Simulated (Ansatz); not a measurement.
## Electronic structure of ZnS in real space

Input file:

```
crystal:
  lattice:
    - [0.0, -2.70465, -2.70465]
    - [0.0, 2.70465, -2.70465]
    - [5.4093, 0.0, 0.0]
  atoms:
    - { symbol: Zn, position: [0.5294121283, 0.5, 0.5] }
    - { symbol: Zn, position: [-0.0294121283, 0.0, 0.0] }
    - { symbol: S, position: [0.0178996473, 0.5, 0.25] }
    - { symbol: S, position: [0.4821003527, 0.0, 0.75] }
basis:
  ecutwfc: 500
kpoints:
  mp_grid: { grid: [6, 6, 4] }
hamiltonian:
  xc: r2scan
scf:
  occupations: { method: gaussian, width: 0.05 }
output:
  forces: true
  stress: true
  eigenvalues: true
  write_density: true
  write_potential: true
  elf: true
  volumetric_format: npy
```

Command:

```sh
ansatz run input.yaml --threads 2 --pin off --max-ram 5120MiB --backend cpu --events-out ev --progress --plain --runs-dir out
```

Below, planes, directions and counts refer to the conventional cell (a = 3.82 Å, b = 3.82 Å, c = 5.41 Å, α = 90.00°, β = 90.00°, γ = 90.00°).

Space group Pmn2₁.

Theory: DFT r2SCAN, scalar-relativistic, plane waves, PAW in Ansatz 0.2.0.

In a PAW calculation such maps are meaningful between the atoms, not at the nuclei.

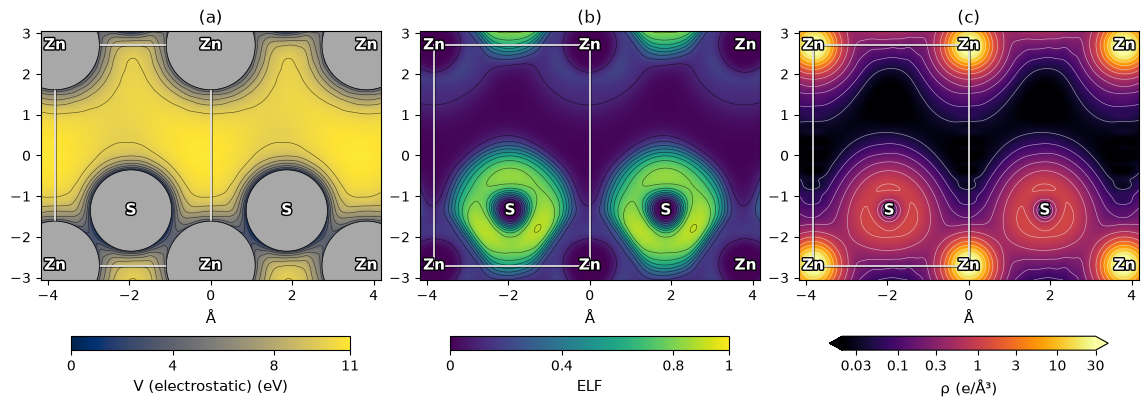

Figure 1. (a) electrostatic potential energy of an electron; (b) electron localisation function; (c) valence pseudo-density on the (100) plane of the conventional cell. Grey discs cover the atomic cores in the potential map.

Question: What does the map show?

Answer: The plane passes through Zn and S nuclei.
Zn–S (2.31 Å): the density is about 0.55 e/Å³ at the midpoint; the ELF peaks at about 0.90 in the valence shell of S, 0.8 Å from its nucleus, and is about 0.60 at the midpoint.
Zn–S (2.38 Å): ρ at the midpoint is about 0.48 e/Å³; the ELF peaks at about 0.90 in the valence shell of S, 0.8 Å from its nucleus, and is about 0.55 at the midpoint.
Between the atoms the lowest density in this plane is 0.01 e/Å³.
Outside the cores the potential energy rises away from the atoms and is highest about 2.3 Å from the nearest atoms; its zero is arbitrary.

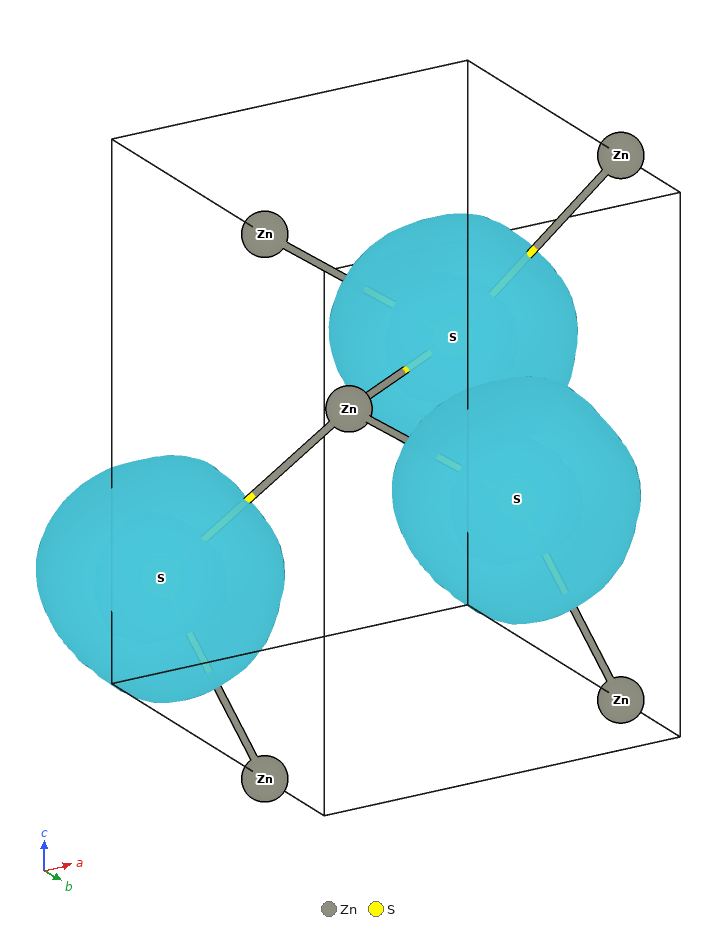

Figure 2. Isosurface of the electron localisation function at 0.75 (cyan), seen at an oblique angle. Only the valence region is drawn (cores and ρ < 0.01 e/Å³ removed). Sticks mark near contacts.

Question: What do the ELF domains correspond to?

Answer: The surface consists of two regions wrapped around S (the valence shell of each), counted in one cell of 4 atoms. Any copies at cell faces, edges or corners count once. Profiles from the grid: Zn–S (2.35 Å): the ELF peaks at about 0.90 in the valence shell of S, 0.8 Å from its nucleus, and is about 0.60 at the midpoint.

Question: Metal or insulator at this level of theory?

Answer: It is gapped, with a Kohn–Sham gap of 2.6 eV on the k-point mesh, an upper bound to the gap of this method.
